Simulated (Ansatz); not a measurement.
Si$_{15}$C$_{17}$ (cell with a defect)

```
CELL_PARAMETERS angstrom
6.18824 0.00000 0.00000
-3.09412 -5.35917 0.00000
0.00000 0.00000 -10.12934
ATOMIC_POSITIONS crystal
C 0.16667 0.33333 0.06377
Si 0.66426 0.32851 0.06347
Si 0.17149 0.83574 0.06347
Si 0.66426 0.83574 0.06347
Si 0.83413 0.16706 0.56160
Si 0.33294 0.16706 0.56160
Si 0.83333 0.66667 0.56155
Si 0.33294 0.66587 0.56160
Si 0.00130 0.49870 0.30678
Si 0.49739 0.49870 0.30678
Si 0.00130 0.00261 0.30678
Si 0.50000 0.00000 0.31331
Si 0.00315 0.49685 0.81609
Si 0.49369 0.49685 0.81609
Si 0.00315 0.00631 0.81609
Si 0.50000 0.00000 0.81111
C 0.16667 0.33333 0.22981
C 0.66588 0.33176 0.25051
C 0.16824 0.83412 0.25051
C 0.66588 0.83412 0.25051
C 0.83381 0.16690 0.74992
C 0.33310 0.16690 0.74992
C 0.83333 0.66667 0.75794
C 0.33310 0.66619 0.74992
C 0.00106 0.00211 0.49714
C 0.50000 0.00000 0.50041
C 0.00106 0.49894 0.49714
C 0.49789 0.49894 0.49714
C 0.01469 0.02939 0.00634
C 0.50000 0.00000 0.99855
C 0.01469 0.48531 0.00634
C 0.47061 0.48531 0.00634
```

Computed with Ansatz, DFT PBE, scalar-relativistic, plane waves, PAW.

The density is the valence pseudo-density of a PAW calculation; it isn't the true density close to the nuclei.

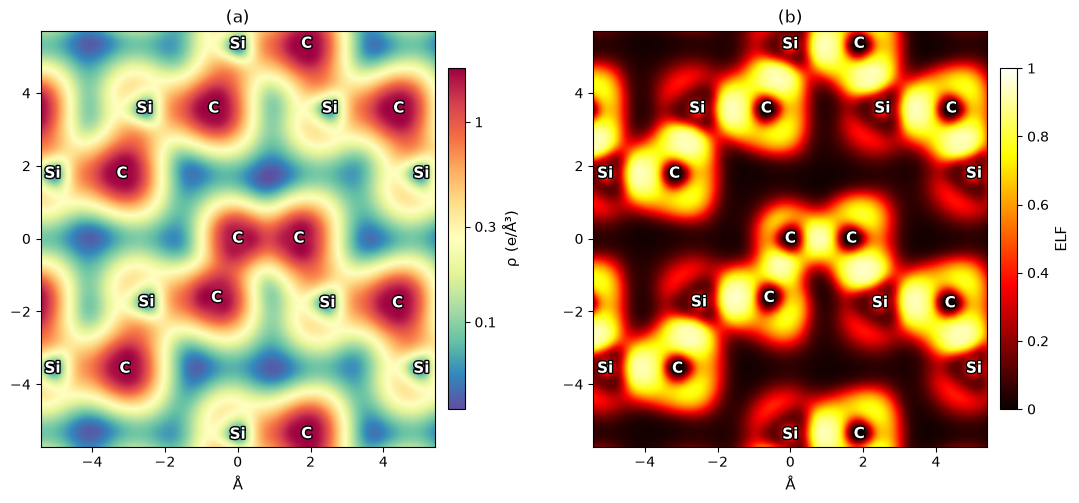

Figure 1. (a) valence pseudo-density; (b) ELF on the (110) plane of the calculation cell.

### Read the bonding off the picture.

The plane passes through C and Si nuclei. C–C (1.68 Å): the density is about 1.2 e/Å³ at the midpoint; the ELF peaks at about 0.95 between the atoms, as expected for localised, covalent bonding. Si–C (1.89 Å): ρ is about 0.87 e/Å³ halfway; the ELF peaks at about 0.95 between the atoms; a covalent bond. C–C (1.73 Å): ρ is about 1.1 e/Å³ halfway; the ELF peaks at about 0.95 between the atoms: a covalent bond. Si–C (1.93 Å): ρ is about 0.83 e/Å³ halfway; the ELF peaks at about 0.95 between the atoms (localised, covalent bonding). Si–C (1.99 Å): the density is about 0.75 e/Å³ at the midpoint; the ELF peaks at about 0.90 between the atoms: localised, covalent bonding. Between the atoms the lowest density in this plane is 0.04 e/Å³.

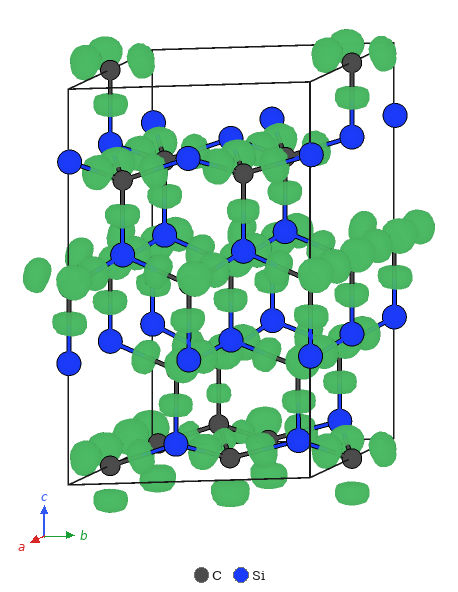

Figure 2. Isosurface of the electron localisation function at 0.85 (green), seen slightly off an axis. Only the valence region is drawn (cores and ρ < 0.01 e/Å³ removed). Sticks mark near contacts.

### Identify the bonds, lone pairs and shells in this picture.

At this value the surface marks out four regions between bonded C–C atoms (shared pairs) and 60 regions between bonded C–Si atoms (shared pairs), counted in one cell of 32 atoms. Regions shared between cells count once. Profiles from the grid: Si–C (1.88 Å): the ELF peaks at about 0.95 between the atoms; localised, covalent bonding.

### Metal or insulator at this level of theory?

It is gapped, with a Kohn–Sham gap of 2.0 eV on the k-point mesh, an upper bound to the gap of this method.
